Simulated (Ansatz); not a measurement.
C: geometry relaxation (part 2 of 2)

The same run, continued: C (P6₃/mmc, 4 atoms in the cell); DFT, PBE, paw_fr, spin-orbit coupling (Ansatz 0.2.0); cutoff 420 eV, 12×12×6 k-mesh, Gaussian smearing of 0.02 eV. The structure was built on a prototype by a generator; it need not be a known phase.

Geometry of the input (Å; fractional positions):
```
2.5221  0.0000  0.0000
-1.2610  2.1842  0.0000
0.0000  0.0000  4.1185
C  0.0000  0.0000  0.0000
C  0.0000  0.0000  0.3750
C  0.3333  0.6667  0.5000
C  0.3333  0.6667  0.8750
```

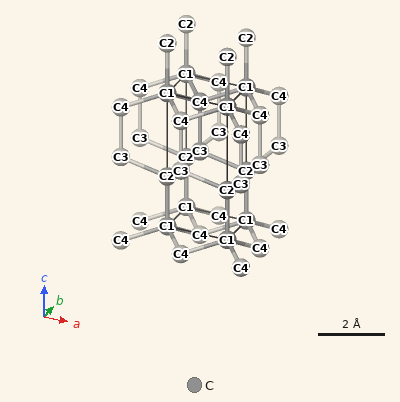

The geometry at step 3 of the log (ball-and-stick view of the cell of the calculation, seen slightly off an axis; neighbours outside the cell are drawn fainter; atoms are numbered from 1 in the order of the input).

### What the program printed, continued
```
relax step   5: F+E_penalty+E_count = -1003.13524763 eV  Δ(F+E_penalty+E_count) = -1.357e-3 eV  max|allowed force component| = 3.532e-3 eV/Å  Δτ_max = 0.0000 Å  P = +0.074 GPa  Ω = 22.833 Å³  stress off target by 3.24e-1 GPa  SCF on the basis re-selected at this cell (its energy is not comparable with the rows above)  (4 SCF iters)
basis re-selected at this cell: Δ(F+E_penalty+E_count) = -1.357e-3 eV, ΔP = +0.084 GPa vs the last step (what re-selecting the basis moved, of the pressure what is left beyond the Pulay correction that the steps carried, after the strain that the cell walked since its last selection, with what the two solves' SCF thresholds leave and, on support functions, any second-order correction that the steps lacked; it is no measure of the basis error at this ecutwfc). This SCF's stress stands 3.24e-1 GPa from its target on what of the cell is left free (relax.cell.stress_tol is 5.00e-2 GPa) and its largest allowed force component is 3.53e-3 eV/Å (relax.f_tol is 5.00e-3 eV/Å): not within both, so this SCF does not close the relaxation
Crystal: 4 atoms, lattice volume = 22.837 Å³
Projection manifold: j_resolved (fully-relativistic pseudo-atomic orbitals)
iter 1 solved again at ethr=6.76e-9 eV; its pass at ethr=3.10e-3 eV (dr2=1.08e-6 eV) is discarded
SCF iter   1: F=—  HF=-1003.135226 eV  |F-HF|=—  |Δ(HF+E_count)|=         —  Δρ=9.32e-5  dr2=1.13e-6  dr2_m=0.00e0 (ungated)  ethr=6.76e-9  |M|=0.00e0 ∫|m|=0.00e0 μB  |m|>n=0.0e0 m-floor=0.0e0 τ_xc=0.0e0  β_m=0.30  ⟨swp⟩=2.2  Hψ=4879  notcnv=0
preconditioner: auto → none  [insulator: Δε(μ)=3.350 eV  Ē_g=16.868 eV  σ=0.020 eV  W_gap=1.00  n_scr=2 (ndim 8)  ℏωp=31.1 eV  f_vac=0.000  D(μ)=0.00/eV (n_scr^D=0)  ε∞_Penn≈4.4]
SCF iter   2: F=—  HF=-1003.135226 eV  |F-HF|=—  |Δ(HF+E_count)|=   2.36e-7  Δρ=5.97e-5  dr2=4.31e-7  dr2_m=0.00e0 (ungated)  ethr=6.76e-9  |M|=0.00e0 ∫|m|=0.00e0 μB  |m|>n=0.0e0 m-floor=0.0e0 τ_xc=0.0e0  β_m=0.54  ⟨swp⟩=1.0  Hψ=912  notcnv=0
SCF iter   3: F=-1003.135226 eV  HF=-1003.135226 eV  |F-HF|=1.36e-9  |Δ(HF+E_count)|=   1.18e-7  Δρ=5.81e-6  dr2=2.24e-9  dr2_m=0.00e0 (ungated)  ethr=1.64e-9  |M|=0.00e0 ∫|m|=0.00e0 μB  |m|>n=0.0e0 m-floor=0.0e0 τ_xc=0.0e0  ⟨swp⟩=4.6  Hψ=3127  notcnv=0
SCF 6 converged in 3 iterations: F = -1003.135226 eV  dr2 = 2.24e-9
relax step   6: F+E_penalty+E_count = -1003.13522613 eV  Δ(F+E_penalty+E_count) = +2.150e-5 eV  max|allowed force component| = 1.879e-4 eV/Å  Δτ_max = 0.0000 Å  P = -0.002 GPa  Ω = 22.837 Å³  energy of the carried Pulay correction = -2.792e-5 eV  (3 SCF iters, dr2 threshold 2.63e-7 eV, accepted)
Projection manifold: j_resolved (fully-relativistic pseudo-atomic orbitals)
iter 1 solved again at ethr=1.77e-8 eV; its pass at ethr=3.10e-3 eV (dr2=2.83e-6 eV) is discarded
SCF iter   1: F=—  HF=-1003.135271 eV  |F-HF|=—  |Δ(HF+E_count)|=         —  Δρ=7.48e-6  dr2=3.09e-9  dr2_m=0.00e0 (ungated)  ethr=1.77e-8  |M|=0.00e0 ∫|m|=0.00e0 μB  |m|>n=0.0e0 m-floor=0.0e0 τ_xc=0.0e0  β_m=0.30  ⟨swp⟩=3.5  Hψ=7745  notcnv=0
SCF iter   2: F=—  HF=-1003.135271 eV  |F-HF|=—  |Δ(HF+E_count)|=   3.93e-7  Δρ=5.26e-6  dr2=1.50e-9  dr2_m=0.00e0 (ungated)  ethr=1.93e-11  |M|=0.00e0 ∫|m|=0.00e0 μB  |m|>n=0.0e0 m-floor=0.0e0 τ_xc=0.0e0  β_m=0.64  ⟨swp⟩=2.1  Hψ=1388  notcnv=0
SCF iter   3: F=-1003.135271 eV  HF=-1003.135271 eV  |F-HF|=3.30e-12  |Δ(HF+E_count)|=   1.05e-9  Δρ=2.72e-7  dr2=1.41e-11  dr2_m=0.00e0 (ungated)  ethr=1.00e-12  |M|=0.00e0 ∫|m|=0.00e0 μB  |m|>n=0.0e0 m-floor=0.0e0 τ_xc=0.0e0  ⟨swp⟩=3.2  Hψ=3589  notcnv=0
SCF 7 converged in 3 iterations: F = -1003.135271 eV  dr2 = 1.41e-11
relax step   7: F+E_penalty+E_count = -1003.13527150 eV  Δ(F+E_penalty+E_count) = -4.537e-5 eV  max|allowed force component| = 2.326e-4 eV/Å  Δτ_max = 0.0000 Å  P = -0.001 GPa  Ω = 22.837 Å³  stress off target by 5.56e-3 GPa  SCF on the basis re-selected at this cell (its energy is not comparable with the rows above)  (3 SCF iters)
```

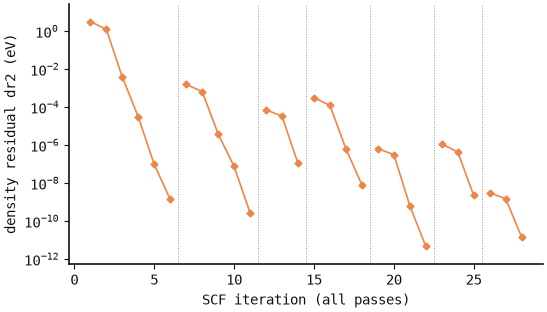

Convergence of the self-consistent field: density residual dr2 against the SCF iteration. The dotted lines part the SCF passes of the relaxation: geometry steps, rejected trials and re-solves on a re-selected basis. The 7 passes take 3 to 6 iterations each, 28 in all.

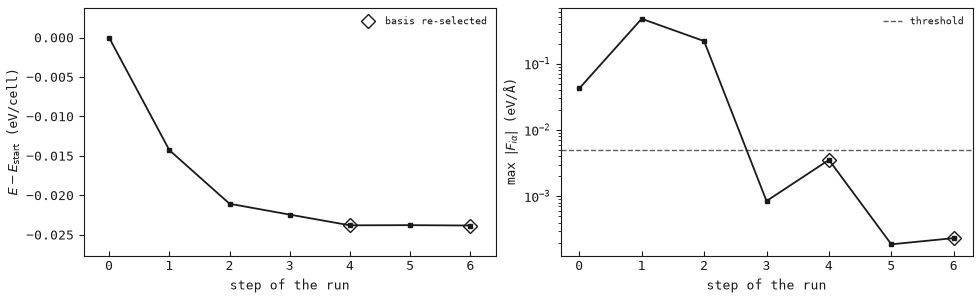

Progress of the relaxation, step by step (the first geometry is step 0 here and step 1 in the log).

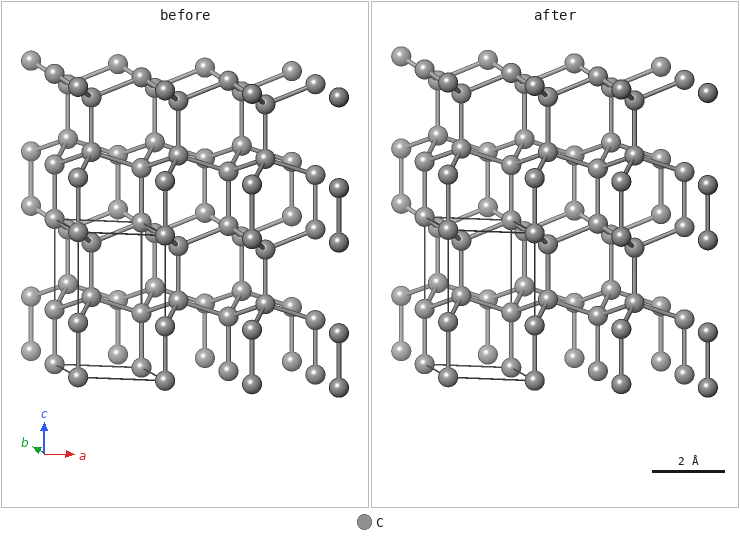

Before (left) and after (right) the relaxation, at one scale (ball-and-stick view of the cell of the calculation, repeated 3 × 2 × 2, seen slightly off an axis). The atoms keep their places relative to the cell (all moves are under 0.005 Å). Cell: a = b 2.522 → 2.512 Å (−0.4 %), c 4.119 → 4.180 Å (+1.5 %). Volume +0.7 %. Distances before and after: C1–C2 1.544 → 1.566 Å. The space group stays P6_3/mmc (No. 194). After 4 geometry steps the energy has fallen by 23.8 meV per cell of the calculation. The largest force component goes from 0.042 to 0.00023 eV/Å. The pressure goes from 3.20 to 0.00 GPa. The basis was re-selected once at an unchanged geometry, which shifts the energy a little without any move. The energy change given includes the shifts at the re-selections in mid-walk, which come without any move. A last SCF at the same geometry on a re-selected plane-wave basis shifts the energy by next to nothing (0.0 meV per cell of the calculation). (Atoms are counted from 1 in the order of the input.)

```
basis re-selected at this cell: Δ(F+E_penalty+E_count) = -4.537e-5 eV, ΔP = +0.001 GPa vs the last step (what re-selecting the basis moved, of the pressure what is left beyond the Pulay correction that the steps carried, after the strain that the cell walked since its last selection, with what the two solves' SCF thresholds leave and, on support functions, any second-order correction that the steps lacked; it is no measure of the basis error at this ecutwfc). This SCF's stress stands 5.56e-3 GPa from its target on what of the cell is left free (relax.cell.stress_tol is 5.00e-2 GPa) and its largest allowed force component is 2.33e-4 eV/Å (relax.f_tol is 5.00e-3 eV/Å): within both
SCF converged after 3 iterations
Magnetization: |M| = 0.0000 μB,  M = (+0.0000, +0.0000, +0.0000) μB
Absolute magnetization: 0.0000 μB (∫|m|)
  site 0: m = (+0.0000, +0.0000, +0.0000) μB, |m| = 0.0000 μB  (R = 0.64 Å)
  site 1: m = (+0.0000, +0.0000, +0.0000) μB, |m| = 0.0000 μB  (R = 0.64 Å)
  site 2: m = (+0.0000, +0.0000, +0.0000) μB, |m| = 0.0000 μB  (R = 0.64 Å)
  site 3: m = (+0.0000, +0.0000, +0.0000) μB, |m| = 0.0000 μB  (R = 0.64 Å)
Free energy (F): -1003.135271 eV
Harris-Foulkes:  -1003.135271 eV  (|F-HF|=3.30e-12)
Internal energy: -1003.135271 eV  (E = F + TS)
E sigma→0 (E₀):  -1003.135271 eV
Fermi energy:    15.161393 eV
--- Per-component energies (eV) ---
  E_band       = 68.188536
  E_kinetic    = 368.246768
  E_local      = -247.582673  (includes V_loc(G=0)·N_el)
  E_nonlocal   = 106.566660
  E_hartree    = 54.588054
  E_xc         = -194.679381
  E_vxc        = -241.675413  (∫ρ·V_xc dr)
  E_paw        = -396.803338  (= ΣΔE_a)
  E_vpaw       = -26.542998  (= ΣTr[D̂ρ^β])
  E_aug_tail   = 0.000034  (compensation charges beyond the density's cutoff)
  E_ewald      = -693.471395
  E_smearing   = -0.000000  (= −TS)
  E_closure    = 0.000000  (closes the sum)
  Σ components = -1003.135271   (vs F -1003.135271, Δ=0.00e0)
--- Forces (eV/Å), atoms counted from 1 ---
  atom   1  C      0.00000000    -0.00000000    -0.00023257
  atom   2  C      0.00000000    -0.00000000     0.00023257
  atom   3  C     -0.00000000     0.00000000    -0.00023257
  atom   4  C      0.00000000     0.00000000     0.00023257
  max |Σ_I F_I| component: 6.94e-18 eV/Å
--- Stress (GPa, compression-positive) ---
       -0.004397       0.000000       0.000000
        0.000000      -0.004397       0.000000
        0.000000       0.000000       0.005555
  P = ⅓ Tr σ = -0.0011 GPa (-0.011 kbar)
--- Band table (eV; the first three rows and the last of 76) ---
  k-point 0: bands = ["-8.2153", "-8.2153", "-2.6763", "-2.6763", "-0.1324", "-0.1324", "10.4110", "10.4110", "10.4190", "10.4190", "13.0098", "13.0098", "13.4775", "13.4775", "13.4866", "13.4866", "18.4489", "18.4489", "18.4563", "18.4563", "18.8176", "18.8176", "21.5192", "21.5192"]
  k-point 1: bands = ["-8.0284", "-8.0284", "-3.7705", "-3.7705", "1.2791", "1.2791", "10.5573", "10.5573", "10.5653", "10.5653", "11.8100", "11.8100", "13.1545", "13.1545", "13.1636", "13.1636", "18.8022", "18.8022", "18.8097", "18.8097", "19.4759", "19.4759", "21.4922", "21.4922"]
  k-point 2: bands = ["-7.4705", "-7.4705", "-5.2884", "-5.2884", "3.7311", "3.7311", "9.2981", "9.2981", "10.9820", "10.9820", "10.9901", "10.9901", "12.4284", "12.4284", "12.4371", "12.4371", "19.6525", "19.6525", "19.6601", "19.6601", "20.4621", "20.4621", "21.3790", "21.3790"]
  k-point 75: bands = ["-0.0750", "-0.0750", "-0.0741", "-0.0741", "1.0361", "1.0361", "1.0381", "1.0381", "4.0233", "4.0233", "4.0243", "4.0243", "9.2069", "9.2069", "9.2086", "9.2086", "20.8633", "20.8633", "20.8636", "20.8636", "22.5401", "22.5401", "22.5448", "22.5448"]
--- Relaxed structure (5 steps of the walk, 5 accepted, 2 SCFs on fresh bases) ---
  F+E_penalty+E_count = -1003.13527150 eV   max|allowed force component| = 2.326e-4 eV/Å   (the final SCF, on the basis selected at the relaxed cell)
  cell:  # Å, volume = 22.8367 Å³
    - [2.511564931248137, 1.1170627760836367e-37, 0.0]
    - [-1.2557824656240686, 2.175079033715004, 0.0]
    - [0.0, 0.0, 4.180360031511669]
  atoms:
    - { symbol: C, position: [3.238150502276384e-17, -2.3129646415289143e-17, 0.00023177708318693286] }
    - { symbol: C, position: [3.238150502276384e-17, -2.3129646415289143e-17, 0.374768222916813] }
    - { symbol: C, position: [0.33333333333333337, 0.6666666666666665, 0.5002317770831869] }
    - { symbol: C, position: [0.33333333333333337, 0.6666666666666665, 0.8747682229168129] }
```

### Trajectory as extended XYZ (Å, eV, eV/Å), 7 frames, from step=1 to step=7
```
4
Lattice="2.5221 0.0000 0.0000 -1.2610 2.1842 0.0000 0.0000 0.0000 4.1185" Properties=species:S:1:pos:R:3:forces:R:3 step=1 energy=-1003.11145 pressure_GPa=3.20
C     0.0000    0.0000    0.0000    0.0000   0.0000   0.0423
C     0.0000    0.0000    1.5444    0.0000   0.0000  -0.0423
C     0.0000    1.4561    2.0593    0.0000   0.0000   0.0423
C     0.0000    1.4561    3.6037    0.0000   0.0000  -0.0423
4
Lattice="2.5046 0.0000 0.0000 -1.2523 2.1691 0.0000 0.0000 0.0000 4.1920" Properties=species:S:1:pos:R:3:forces:R:3 step=2 energy=-1003.12571 pressure_GPa=0.91
C     0.0000    0.0000    0.0078    0.0000   0.0000  -0.4764
C     0.0000    0.0000    1.5642    0.0000   0.0000   0.4764
C     0.0000    1.4460    2.1038    0.0000   0.0000  -0.4764
C     0.0000    1.4460    3.6602    0.0000   0.0000   0.4764
4
Lattice="2.5114 0.0000 0.0000 -1.2557 2.1750 0.0000 0.0000 0.0000 4.1710" Properties=species:S:1:pos:R:3:forces:R:3 step=3 energy=-1003.13251 pressure_GPa=0.91
C     0.0000    0.0000    0.0040    0.0000   0.0000  -0.2193
C     0.0000    0.0000    1.5601    0.0000   0.0000   0.2193
C     0.0000    1.4500    2.0895    0.0000   0.0000  -0.2193
C     0.0000    1.4500    3.6455    0.0000   0.0000   0.2193
4
Lattice="2.5117 0.0000 0.0000 -1.2558 2.1752 0.0000 0.0000 0.0000 4.1793" Properties=species:S:1:pos:R:3:forces:R:3 step=4 energy=-1003.13389 pressure_GPa=-0.01
C     0.0000    0.0000    0.0010    0.0000   0.0000  -0.0008
C     0.0000    0.0000    1.5662    0.0000   0.0000   0.0008
C     0.0000    1.4501    2.0907    0.0000   0.0000  -0.0008
C     0.0000    1.4501    3.6559    0.0000   0.0000   0.0008
4
Lattice="2.5117 0.0000 0.0000 -1.2558 2.1752 0.0000 0.0000 0.0000 4.1793" Properties=species:S:1:pos:R:3:forces:R:3 step=5 energy=-1003.13525 pressure_GPa=0.07
C     0.0000    0.0000    0.0010    0.0000   0.0000  -0.0035
C     0.0000    0.0000    1.5662    0.0000   0.0000   0.0035
C     0.0000    1.4501    2.0907    0.0000   0.0000  -0.0035
C     0.0000    1.4501    3.6559    0.0000   0.0000   0.0035
4
Lattice="2.5116 0.0000 0.0000 -1.2558 2.1751 0.0000 0.0000 0.0000 4.1804" Properties=species:S:1:pos:R:3:forces:R:3 step=6 energy=-1003.13523 pressure_GPa=-0.00
C     0.0000    0.0000    0.0010    0.0000   0.0000  -0.0002
C     0.0000    0.0000    1.5667    0.0000   0.0000   0.0002
C     0.0000    1.4501    2.0911    0.0000   0.0000  -0.0002
C     0.0000    1.4501    3.6568    0.0000   0.0000   0.0002
4
Lattice="2.5116 0.0000 0.0000 -1.2558 2.1751 0.0000 0.0000 0.0000 4.1804" Properties=species:S:1:pos:R:3:forces:R:3 step=7 energy=-1003.13527 pressure_GPa=-0.00
C     0.0000    0.0000    0.0010    0.0000   0.0000  -0.0002
C     0.0000    0.0000    1.5667    0.0000   0.0000   0.0002
C     0.0000    1.4501    2.0911    0.0000   0.0000  -0.0002
C     0.0000    1.4501    3.6568    0.0000   0.0000   0.0002
```
